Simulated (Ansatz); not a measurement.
# Two runs on TaN

System: TaN (4 atoms in the cell).
Method of run A: DFT PBEsol, scalar-relativistic, plane waves, PAW, PAW set soft_1, no spin polarisation (Ansatz 0.2.0).

The structure derives from an entry of the Crystallography Open Database. Text and figures count atoms from 1; the logs count them from 0 in places.

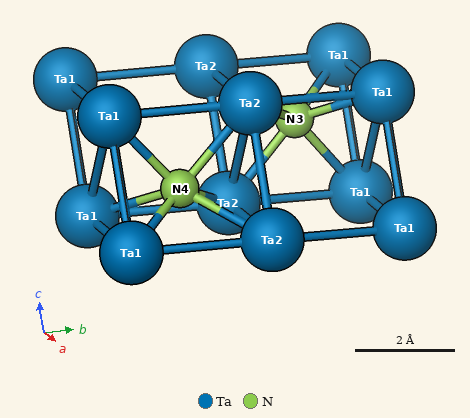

**Figure 1.** The structure as given in the input (ball-and-stick view of the cell of the calculation, set on other vectors, seen slightly off an axis; atoms are numbered from 1 in the order of the input). An atom can appear more than once, as a periodic image.

## The input, run A
```yaml
crystal:
  lattice:
    - [2.8891806446, 0.0, 0.0]
    - [-1.4445903223, 2.5021038344, 0.0]
    - [0.0, 0.0, 5.8600190937]
  atoms:
    - { symbol: Ta, position: [-0.0586009283, -0.0189040916, 0.0] }
    - { symbol: Ta, position: [0.0586009283, 0.0189040916, 0.5] }
    - { symbol: "N", position: [0.3333333333, 0.6666666667, 0.25] }
    - { symbol: "N", position: [0.6666666667, 0.3333333333, 0.75] }
basis:
  ecutwfc: 520.0
kpoints:
  mp_grid: { grid: [15, 15, 8] }
hamiltonian:
  xc: pbesol
  pseudopotentials: { kind: paw, azcp: { folder: soft_1 } }
scf:
  occupations: { method: gaussian, width: 0.15 }
output:
  forces: true
  stress: true
  eigenvalues: true
```

Command:
```bash
ansatz run input.yaml --threads 2 --pin off --max-ram 4096MiB --backend cpu --events-out ev --progress --plain --runs-dir out
```

Hardware: 2 threads of Arm Neoverse N1, 98 GiB of memory available, shared host.

## Output, shortened to warnings, some set-up lines, iterations and results (run A)
```
Warning: [file] the record states the generating functional pbe (its physics header spells it `PBE`), which answers neither for hamiltonian.xc's functional nor for the pbesol family's — results may be inconsistent (PPs are generated against a specific XC)
Warning: [file] the record states the generating functional pbe (its physics header spells it `PBE`), which answers neither for hamiltonian.xc's functional nor for the pbesol family's — results may be inconsistent (PPs are generated against a specific XC)
Basis set: ecut = 520 eV, 1125 PW (Γ), exchange–correlation on 48×48×90 points (8 copies of the dense FFT grid, shifted against one another)
Symmetry: 2 space group operations
k-points: 565 of 1800 (time reversal used)
Initial density: superposition of atomic densities (chi_scale 0.1, normalization cell, long waves kept (reshape's long-wave potential 0.00 eV rms))
[...]
SCF iter   1: F=—  HF=-20376.022590 eV  |F-HF|=—  |Δ(HF+E_count)|=         —  Δρ=4.29e-2  dr2=4.73e-1  ethr=3.10e-3  ⟨swp⟩=4.9  Hψ=52465  notcnv=0
SCF iter   2: F=—  HF=-20375.988768 eV  |F-HF|=—  |Δ(HF+E_count)|=   3.38e-2  Δρ=2.63e-2  dr2=1.47e-1  ethr=1.31e-3  ⟨swp⟩=1.0  Hψ=16952  notcnv=0
SCF iter   3: F=—  HF=-20375.976282 eV  |F-HF|=—  |Δ(HF+E_count)|=   1.25e-2  Δρ=7.32e-3  dr2=2.41e-2  ethr=4.09e-4  ⟨swp⟩=1.3  Hψ=14078  notcnv=0
SCF iter   4: F=—  HF=-20375.971285 eV  |F-HF|=—  |Δ(HF+E_count)|=   5.00e-3  Δρ=1.69e-3  dr2=1.27e-3  ethr=6.69e-5  ⟨swp⟩=2.0  Hψ=17819  notcnv=0
SCF iter   5: F=—  HF=-20375.971081 eV  |F-HF|=—  |Δ(HF+E_count)|=   2.05e-4  Δρ=2.54e-4  dr2=2.21e-5  ethr=3.53e-6  ⟨swp⟩=2.4  Hψ=17463  notcnv=0
SCF iter   6: F=—  HF=-20375.971081 eV  |F-HF|=—  |Δ(HF+E_count)|=   1.87e-7  Δρ=5.13e-5  dr2=1.25e-6  ethr=6.13e-8  ⟨swp⟩=2.0  Hψ=17520  notcnv=0
SCF iter   7: F=-20375.971080 eV  HF=-20375.971080 eV  |F-HF|=1.40e-8  |Δ(HF+E_count)|=   1.63e-7  Δρ=7.90e-6  dr2=2.56e-8  ethr=2.78e-10  ⟨swp⟩=6.3  Hψ=55990  notcnv=0
SCF 1 converged in 7 iterations: F = -20375.971080 eV  dr2 = 2.56e-8
SCF converged after 7 iterations
Free energy (F): -20375.971080 eV
Harris-Foulkes:  -20375.971080 eV  (|F-HF|=1.40e-8)
Internal energy: -20375.957002 eV  (E = F + TS)
E sigma→0 (E₀):  -20375.964041 eV
Entropy (-TS):   -0.014079 eV (-3.520 meV/atom)
Fermi energy:    20.391949 eV
--- Per-component energies (eV) ---
  E_band       = -96.488022
  E_kinetic    = 1050.358766
  E_local      = -1156.840094  (includes V_loc(G=0)·N_el)
  E_nonlocal   = 53.286176
  E_hartree    = 414.293900
  E_xc         = -758.767051
  E_vxc        = -621.346505  (∫ρ·V_xc dr)
  E_paw        = -16609.286325  (= ΣΔE_a)
  E_vpaw       = -250.533527  (= ΣTr[D̂ρ^β])
  E_aug_tail   = 0.000012  (compensation charges beyond the density's cutoff)
  E_ewald      = -3369.486009
  E_core_change = 0.483623  (= ΣΔE_core)
  E_smearing   = -0.014079  (= −TS)
  E_closure    = -0.000000  (closes the sum)
  Σ components = -20375.971080   (vs F -20375.971080, Δ=0.00e0)
--- Forces (eV/Å), atoms counted from 1 ---
  atom   1  Ta     1.99270138     0.66308903    -0.02848530
  atom   2  Ta    -1.99270138    -0.66308903    -0.02848530
  atom   3  N     -0.08247089    -0.10994260     0.02848582
  atom   4  N      0.08247089     0.10994260     0.02848582
  max |Σ_I F_I| component: 1.02e-6 eV/Å
--- Stress (GPa, compression-positive) ---
        3.367937       0.530171       0.000000
        0.530171       1.903321       0.000000
        0.000000       0.000000       5.692820
  P = ⅓ Tr σ = 3.6547 GPa (36.547 kbar)
```

The input of run B differs as follows (lines with − go, lines with + come):
```diff
-    - { symbol: Ta, position: [-0.0586009283, -0.0189040916, 0.0] }
-    - { symbol: Ta, position: [0.0586009283, 0.0189040916, 0.5] }
+    - { symbol: Ta, position: [-0.0283761205, -0.0567522411, 0.0] }
+    - { symbol: Ta, position: [0.0283761205, 0.0567522411, 0.5] }
```

Predict how the results change.

With the same functional and potentials, run B lies 7.9 meV per atom lower. The pressure goes from 3.65 to 3.30 GPa. The largest force goes from 2.100 to 2.003 eV/Å. The number of SCF iterations is the same. The irreducible k-points go from 565 to 320. On the same kind of shared host run B took about 0.57 times as long.

## Output, shortened to warnings, some set-up lines, iterations and results (run B)
```
Warning: [file] the record states the generating functional pbe (its physics header spells it `PBE`), which answers neither for hamiltonian.xc's functional nor for the pbesol family's — results may be inconsistent (PPs are generated against a specific XC)
Warning: [file] the record states the generating functional pbe (its physics header spells it `PBE`), which answers neither for hamiltonian.xc's functional nor for the pbesol family's — results may be inconsistent (PPs are generated against a specific XC)
Basis set: ecut = 520 eV, 1125 PW (Γ), exchange–correlation on 48×48×90 points (8 copies of the dense FFT grid, shifted against one another)
Symmetry: 4 space group operations
k-points: 320 of 1800 (time reversal used)
Initial density: superposition of atomic densities (chi_scale 0.1, normalization cell, long waves kept (reshape's long-wave potential 0.00 eV rms))
[...]
SCF iter   1: F=—  HF=-20376.051693 eV  |F-HF|=—  |Δ(HF+E_count)|=         —  Δρ=4.27e-2  dr2=4.65e-1  ethr=3.10e-3  ⟨swp⟩=4.9  Hψ=29678  notcnv=0
SCF iter   2: F=—  HF=-20376.019653 eV  |F-HF|=—  |Δ(HF+E_count)|=   3.20e-2  Δρ=2.62e-2  dr2=1.46e-1  ethr=1.29e-3  ⟨swp⟩=1.0  Hψ=9603  notcnv=0
SCF iter   3: F=—  HF=-20376.007717 eV  |F-HF|=—  |Δ(HF+E_count)|=   1.19e-2  Δρ=7.27e-3  dr2=2.38e-2  ethr=4.05e-4  ⟨swp⟩=1.3  Hψ=8047  notcnv=0
SCF iter   4: F=—  HF=-20376.002778 eV  |F-HF|=—  |Δ(HF+E_count)|=   4.94e-3  Δρ=1.68e-3  dr2=1.26e-3  ethr=6.62e-5  ⟨swp⟩=2.0  Hψ=10094  notcnv=0
SCF iter   5: F=—  HF=-20376.002574 eV  |F-HF|=—  |Δ(HF+E_count)|=   2.04e-4  Δρ=2.52e-4  dr2=2.19e-5  ethr=3.51e-6  ⟨swp⟩=2.4  Hψ=9913  notcnv=0
SCF iter   6: F=—  HF=-20376.002574 eV  |F-HF|=—  |Δ(HF+E_count)|=   9.10e-8  Δρ=5.06e-5  dr2=1.21e-6  ethr=6.10e-8  ⟨swp⟩=2.0  Hψ=9907  notcnv=0
SCF iter   7: F=-20376.002574 eV  HF=-20376.002574 eV  |F-HF|=1.36e-8  |Δ(HF+E_count)|=   1.55e-7  Δρ=7.81e-6  dr2=2.50e-8  ethr=2.78e-10  ⟨swp⟩=6.3  Hψ=31641  notcnv=0
SCF 1 converged in 7 iterations: F = -20376.002574 eV  dr2 = 2.50e-8
SCF converged after 7 iterations
Free energy (F): -20376.002574 eV
Harris-Foulkes:  -20376.002574 eV  (|F-HF|=1.36e-8)
Internal energy: -20375.988743 eV  (E = F + TS)
E sigma→0 (E₀):  -20375.995659 eV
Entropy (-TS):   -0.013831 eV (-3.458 meV/atom)
Fermi energy:    20.390051 eV
--- Per-component energies (eV) ---
  E_band       = -96.533847
  E_kinetic    = 1050.236833
  E_local      = -1156.349781  (includes V_loc(G=0)·N_el)
  E_nonlocal   = 53.262899
  E_hartree    = 414.077272
  E_xc         = -758.743684
  E_vxc        = -621.317596  (∫ρ·V_xc dr)
  E_paw        = -16609.273063  (= ΣΔE_a)
  E_vpaw       = -250.520105  (= ΣTr[D̂ρ^β])
  E_aug_tail   = 0.000013  (compensation charges beyond the density's cutoff)
  E_ewald      = -3369.682856
  E_core_change = 0.483623  (= ΣΔE_core)
  E_smearing   = -0.013831  (= −TS)
  E_closure    = 0.000000  (closes the sum)
  Σ components = -20376.002574   (vs F -20376.002574, Δ=0.00e0)
--- Forces (eV/Å), atoms counted from 1 ---
  atom   1  Ta     0.00000000     2.00231216     0.02988635
  atom   2  Ta     0.00000000    -2.00231216     0.02988635
  atom   3  N     -0.00000000     0.12335725    -0.02988692
  atom   4  N      0.00000000    -0.12335725    -0.02988692
  max |Σ_I F_I| component: 1.13e-6 eV/Å
--- Stress (GPa, compression-positive) ---
        1.595890       0.000000       0.000000
        0.000000       3.176601       0.000000
        0.000000       0.000000       5.130989
  P = ⅓ Tr σ = 3.3012 GPa (33.012 kbar)
```

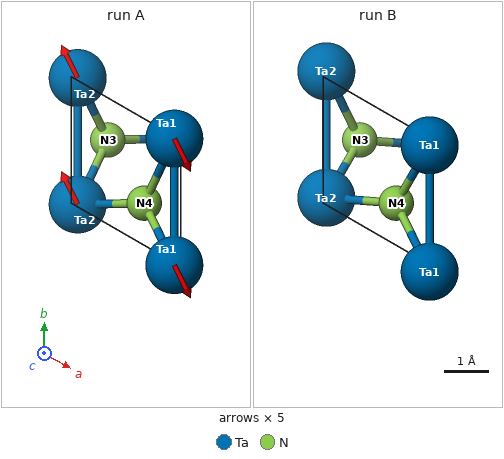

**Figure 2.** The two input geometries at one scale (ball-and-stick view of the cell of the calculation, along the c axis). The red arrows on the first give the shifts of the atoms relative to the cell, magnified 5 times. The largest moves, 0.17 Å, are those of Ta1 and Ta2. N stays in place. The lattice vectors keep their values. Among the contacts that change: Ta1–N4 2.149 → 2.277 Å, Ta1–N3 2.298 → 2.171 Å.

## The two runs side by side

```tsv
quantity	run A	run B
outcome	converged	converged
free energy per atom (eV)	−5093.9928	−5094.0006
energy per atom, smearing taken to zero (eV)	−5093.9910	−5093.9989
gap on the mesh (eV)	0.00	0.00
pressure (GPa)	3.65	3.30
largest force (eV/Å)	2.100	2.003
SCF iterations	7	7
irreducible k-points	565	320
plane waves at Γ	1125	1125
wall time (shared host)	52 s	30 s
```

For both runs: Warnings: the PAW datasets were made with another functional. Spin–orbit coupling is left out, which matters for Ta.
